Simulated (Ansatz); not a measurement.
SnS2 (slab)

The calculation's input:

```
crystal:
  lattice:
    - [6.0589188786, 0.0, 0.0]
    - [0.0, 6.3242618826, 0.0]
    - [0.0, 0.0, 29.6052572013]
  atoms:
    - { symbol: Sn, position: [0.0, 0.5, 0.2533333843] }
    - { symbol: S, position: [0.7567569599, 0.8333333333, 0.2533333843] }
    - { symbol: S, position: [0.2432430401, 0.1666666667, 0.2533333843] }
    - { symbol: Sn, position: [0.0, 0.0, 0.3150000382] }
    - { symbol: S, position: [0.7567569599, 0.3333333333, 0.3150000382] }
    - { symbol: S, position: [0.2432430401, 0.6666666667, 0.3150000382] }
    - { symbol: Sn, position: [0.0, 0.5, 0.3766666922] }
    - { symbol: S, position: [0.7567569599, 0.8333333333, 0.3766666922] }
    - { symbol: S, position: [0.2432430401, 0.1666666667, 0.3766666922] }
    - { symbol: Sn, position: [0.0, 0.0, 0.4383333461] }
    - { symbol: S, position: [0.7567569599, 0.3333333333, 0.4383333461] }
    - { symbol: S, position: [0.2432430401, 0.6666666667, 0.4383333461] }
    - { symbol: Sn, position: [0.0, 0.5, 0.5] }
    - { symbol: S, position: [0.7567569599, 0.8333333333, 0.5] }
    - { symbol: S, position: [0.2432430401, 0.1666666667, 0.5] }
    - { symbol: Sn, position: [0.0, 0.0, 0.5616666539] }
    - { symbol: S, position: [0.7567569599, 0.3333333333, 0.5616666539] }
    - { symbol: S, position: [0.2432430401, 0.6666666667, 0.5616666539] }
    - { symbol: Sn, position: [0.0, 0.5, 0.6233333078] }
    - { symbol: S, position: [0.7567569599, 0.8333333333, 0.6233333078] }
    - { symbol: S, position: [0.2432430401, 0.1666666667, 0.6233333078] }
    - { symbol: Sn, position: [0.0, 0.0, 0.6849999618] }
    - { symbol: S, position: [0.7567569599, 0.3333333333, 0.6849999618] }
    - { symbol: S, position: [0.2432430401, 0.6666666667, 0.6849999618] }
    - { symbol: Sn, position: [0.0, 0.5, 0.7466666157] }
    - { symbol: S, position: [0.7567569599, 0.8333333333, 0.7466666157] }
    - { symbol: S, position: [0.2432430401, 0.1666666667, 0.7466666157] }
basis:
  ecutwfc: 420
kpoints:
  mp_grid: { grid: [5, 4, 1] }
hamiltonian:
  xc: pbesol
scf:
  occupations: { method: gaussian, width: 0.05 }
output:
  forces: true
  stress: true
  eigenvalues: true
  write_density: true
  write_potential: true
  elf: true
  volumetric_format: npy
efield:
  axis: 3
  dipole_correction: true
  ramp_width: 0.04
```

Run with:

```sh
ansatz run input.yaml --threads 2 --pin off --max-ram 5120MiB --backend cpu --events-out ev --progress --plain --runs-dir out
```

Changed on purpose from its base cell (repeats removed: -2); not relaxed (largest force 1.8 eV/Å).

Method: DFT PBEsol, scalar-relativistic, plane waves, PAW in Ansatz 0.2.0.

The density is the valence pseudo-density of a PAW calculation; it isn't the true density close to the nuclei.

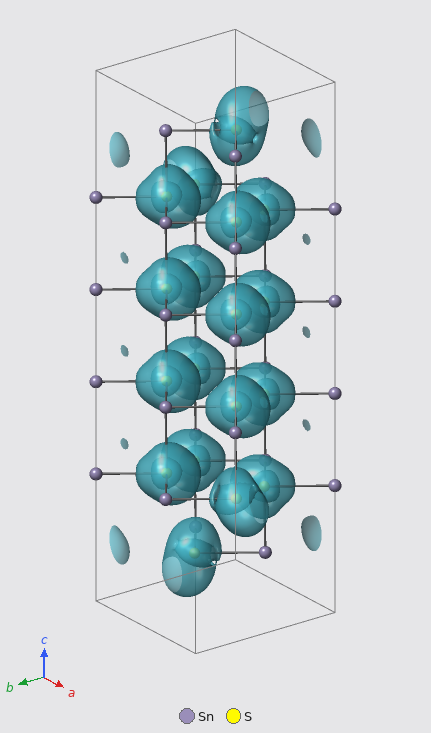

Figure 1. Isosurface of the ELF at 0.75 (cyan), seen at an oblique angle. Only the valence region is drawn (cores and ρ < 0.01 e/Å³ removed). Sticks mark near contacts.

Question: Describe the localisation domains.

Answer: The surface consists of 18 regions wrapped around S (the valence shell of each), counted in one cell of 27 atoms. Counts are for one cell; the picture repeats the cell along the surface. Profiles from the grid: Sn–S (2.57 Å): the ELF peaks at about 0.85 in the valence shell of S, 0.8 Å from its nucleus, and is about 0.55 at the midpoint.

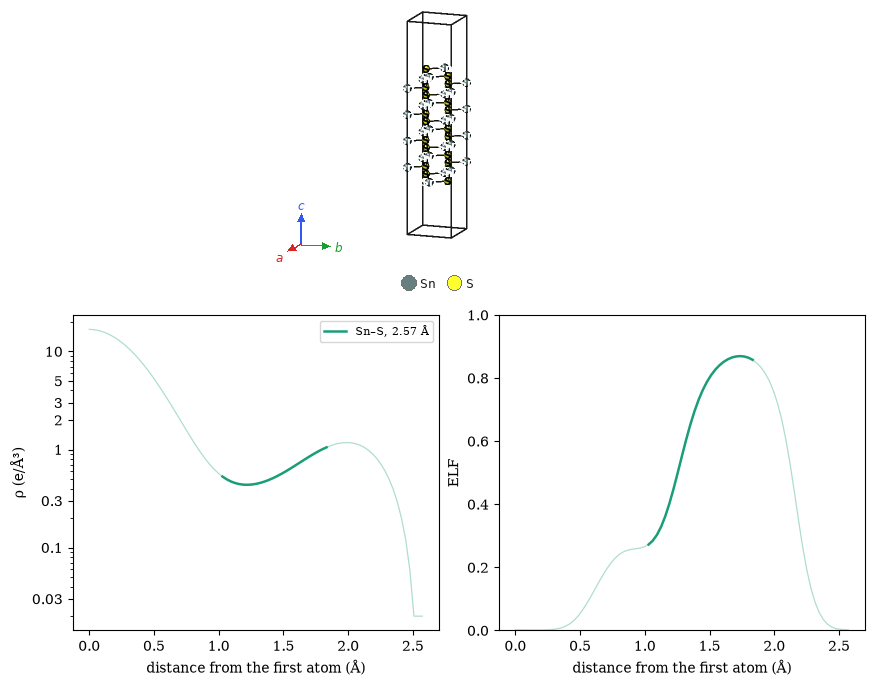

Figure 2. Valence electron density and electron localisation function along straight lines between neighbouring atoms. Thin, pale parts lie inside the atomic spheres. The structure is drawn too.

Question: What can be read from the curves?

Answer: Sn–S (2.57 Å): ρ at the midpoint is about 0.45 e/Å³; the ELF peaks at about 0.85 in the valence shell of S, 0.8 Å from its nucleus, and is about 0.55 at the midpoint.
